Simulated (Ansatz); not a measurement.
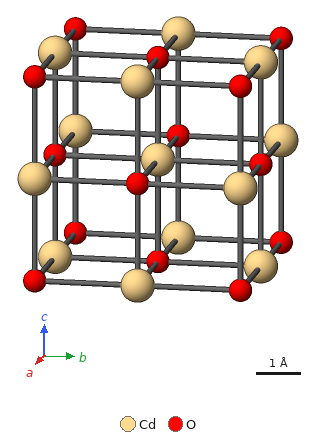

Phonons of a crystal of CdO (a generated structure), space group Fm-3m (No. 225), at the zone centre. A ball-and-stick model of the conventional cell (4 times the calculation's cell), seen slightly off an axis. Lengths and directions refer to the drawn axes.

Level of theory: DFT PBE, scalar-relativistic, plane waves, PAW (Ansatz). (plane-wave cutoff 420 eV; k-point mesh 20 × 20 × 20; occupations fermi dirac; smearing width 0.15 eV; no spin polarisation)

The frequencies depend somewhat on the k-mesh and the smearing.

Which optical modes does it have, at what frequencies, and is it stable there?

The calculation's cell holds 2 atoms, so there are 3 optical modes, in 1 level. The optical modes span T₁u. No level is unstable.

```
level  symmetry  frequency (cm⁻¹)         activity
    1       T₁u               228  infrared-active
```

The crystal is a metal, so free carriers screen the infrared response.

The modes drawn as arrows (one member of each degenerate set):

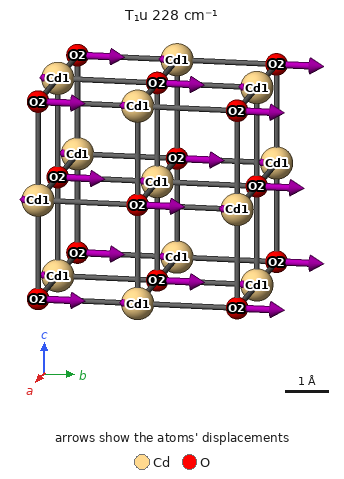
